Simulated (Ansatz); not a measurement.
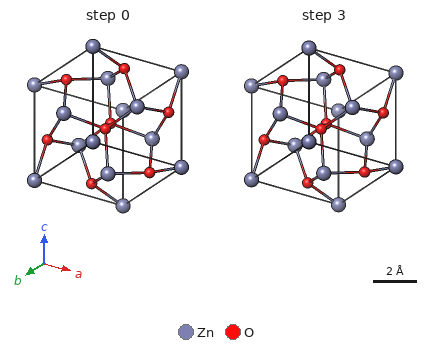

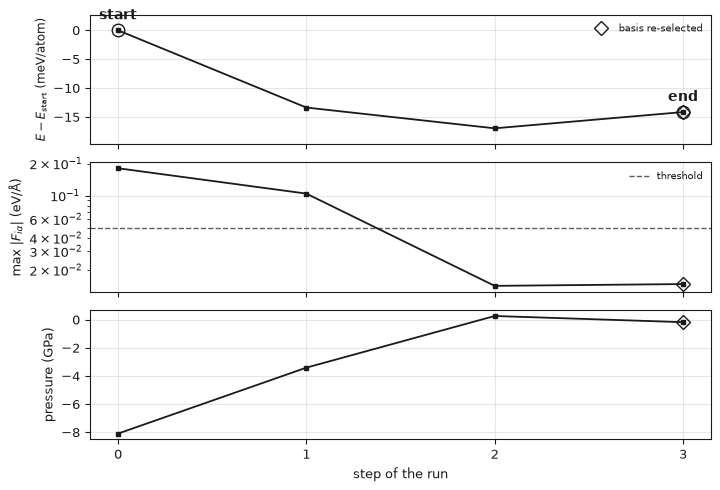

First and last geometry of a relaxation of crystalline ZnO2 (set up in Pa-3) (coarse preliminary run), with the history of the run. A ball-and-stick model of the cell of the calculation, seen from a free direction.

All numbers below come from Ansatz, DFT PBEsol, scalar-relativistic, plane waves, PAW. Settings: plane-wave cutoff 420 eV; k-point mesh 4 × 4 × 4; occupations gaussian; smearing width 0.1 eV; no spin polarisation; cell and atoms relaxed; force threshold 0.05 eV/Å; at most 80 steps.

What do the curves and the structures tell?

Answer. It converged. After 2 accepted moves (3 points after the start) the energy has fallen by 14.1 meV per atom. Largest force component: 0.18 eV/Å at the start, 0.015 eV/Å at the end. Pressure: −8.09 GPa at the start and −0.17 GPa at the end. The SCF was repeated once at an unchanged geometry on a basis and grid sized afresh for the cell, which shifted the energy by 2.8 meV per atom at most. No atom moves by more than 0.005 Å relative to the cell. The volume changes by −5.2 %, with a = b = c 4.957 → 4.870 Å (−1.8 %). Near-neighbour distances that change, for instance: O–Zn 2.135 → 2.097 Å, O–O 1.501 → 1.477 Å. The space group stays Pa-3 (No. 205).
